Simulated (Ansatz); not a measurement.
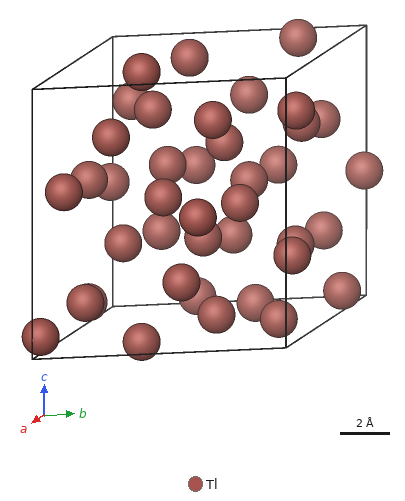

Starting frame of a dynamics run of a 36-atom cell of Tl. It starts from the last geometry of an earlier run, with fresh velocities. The picture is a spheres-only view of the simulation cell, seen slightly off an axis.

Method: DFT PBE, scalar-relativistic, plane waves, PAW in Ansatz 0.2.0.

Input file:
```yaml
crystal:
  lattice:
    - [10.715068, 0.0, 0.0]
    - [-5.357534, 9.279521, 0.0]
    - [0.0, 0.0, 11.422262]
  atoms:
    - { symbol: Tl, position: [-0.06415368, 0.0125897, 0.07005226] }
    - { symbol: Tl, position: [0.17040797, 0.24598744, 0.30318708] }
    - { symbol: Tl, position: [0.03506797, 0.00264018, 0.46823845] }
    - { symbol: Tl, position: [0.0793598, 0.09926997, 0.77256651] }
    - { symbol: Tl, position: [0.05217893, 0.34970072, 0.03390257] }
    - { symbol: Tl, position: [0.16320057, 0.52715958, 0.2762359] }
    - { symbol: Tl, position: [0.02803644, 0.33853412, 0.51556379] }
    - { symbol: Tl, position: [0.06838605, 0.55924324, 0.77440851] }
    - { symbol: Tl, position: [0.01683069, 0.73619067, -0.03233301] }
    - { symbol: Tl, position: [0.04760366, 0.84680261, 0.25542682] }
    - { symbol: Tl, position: [0.00368906, 0.65371249, 0.49847609] }
    - { symbol: Tl, position: [0.07121569, 0.84542737, 0.67273209] }
    - { symbol: Tl, position: [0.31097435, 0.00292529, 0.07676337] }
    - { symbol: Tl, position: [0.46552754, 0.18883211, 0.31743061] }
    - { symbol: Tl, position: [0.31723826, 0.00686446, 0.53106092] }
    - { symbol: Tl, position: [0.46217943, 0.30435894, 0.80705818] }
    - { symbol: Tl, position: [0.33682444, 0.40994332, -0.02968227] }
    - { symbol: Tl, position: [0.48973516, 0.51168151, 0.32984841] }
    - { symbol: Tl, position: [0.30128589, 0.31214297, 0.57062385] }
    - { symbol: Tl, position: [0.47759097, 0.59119099, 0.67713265] }
    - { symbol: Tl, position: [0.20299045, 0.62720615, 0.02654466] }
    - { symbol: Tl, position: [0.45492519, 0.86489983, 0.28256252] }
    - { symbol: Tl, position: [0.30663153, 0.63498473, 0.50128607] }
    - { symbol: Tl, position: [0.43439895, 0.88197956, 0.72828997] }
    - { symbol: Tl, position: [0.54389367, -0.1730294, 0.02547265] }
    - { symbol: Tl, position: [0.7058854, 0.11581139, 0.1467404] }
    - { symbol: Tl, position: [0.72678445, 0.03775087, 0.56403864] }
    - { symbol: Tl, position: [0.69000923, 0.21169892, 0.7522646] }
    - { symbol: Tl, position: [0.76257264, 0.35563131, 0.00318379] }
    - { symbol: Tl, position: [0.84421643, 0.53841841, 0.23176784] }
    - { symbol: Tl, position: [0.66233452, 0.40899495, 0.51667227] }
    - { symbol: Tl, position: [0.73912847, 0.62907267, 0.80930215] }
    - { symbol: Tl, position: [0.63319015, 0.60958806, 0.06778525] }
    - { symbol: Tl, position: [0.79721101, 0.96064507, 0.30457577] }
    - { symbol: Tl, position: [0.69879796, 0.72317683, 0.49014401] }
    - { symbol: Tl, position: [0.76057972, 0.96456922, 0.83388731] }
basis:
  ecutwfc: 420.0
kpoints:
  mp_grid: { grid: [1, 1, 1] }
hamiltonian:
  xc: pbe
scf:
  occupations: { method: fermi_dirac, width: 0.11 }
  lower_state_search: "off"
md:
  timestep: 3
  n_steps: 400
  ensemble: nvt_langevin
  temperature: 1040.0
  initial_velocities: maxwell_boltzmann
  seed: 484793
  friction: 0.02
  temperature_schedule:
    - { n_steps: 300, end_temperature: 300.0 }
    - { n_steps: 100, end_temperature: 300.0 }
```

Command:
```bash
ansatz run input.yaml --threads 4 --pin off --max-ram 10240MiB --backend cpu --events-out ev --progress --plain --runs-dir out
```

**What does the trajectory do?**

Under the programmed temperature the kinetic temperature goes from 1023 K (first eighth) to 337 K (last eighth), with a peak of 1228 K. The potential energy in the second half lies on average 136 meV per atom below the first frame. The first frame is far from relaxed (forces up to 3.7 eV/Å), so much of the motion is the structure settling. Root-mean-square distances from the starting positions over the second half, with the common drift of all atoms taken out: Tl 0.62 Å. Against the typical shortest distance between atoms in the first frame, about 2.9 Å these are large excursions, but over 1.20 ps one can't yet tell strong vibration from the start of diffusion.

Along the run (each row but the first and the last is the mean over the interval that it begins):

| time (fs) | potential energy (meV/atom) | T (K) |
| --- | --- | --- |
| 0.0 | 0.0 | 1011 |
| 198.0 | -54.1 | 828 |
| 396.0 | -93.6 | 720 |
| 594.0 | -110.6 | 537 |
| 792.0 | -140.4 | 378 |
| 990.0 | -154.4 | 320 |
| 1188.0 | -158.0 | 355 |

The paths of the atoms:

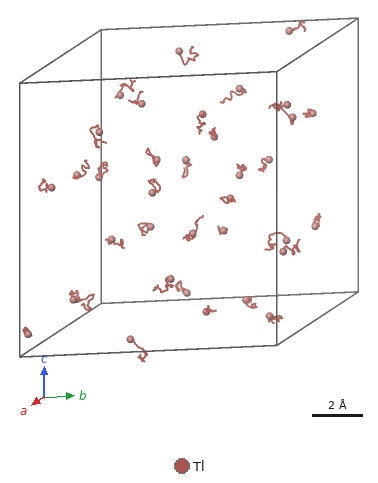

Limits of the set-up: the k-point mesh is coarse for a cell with partly filled bands.
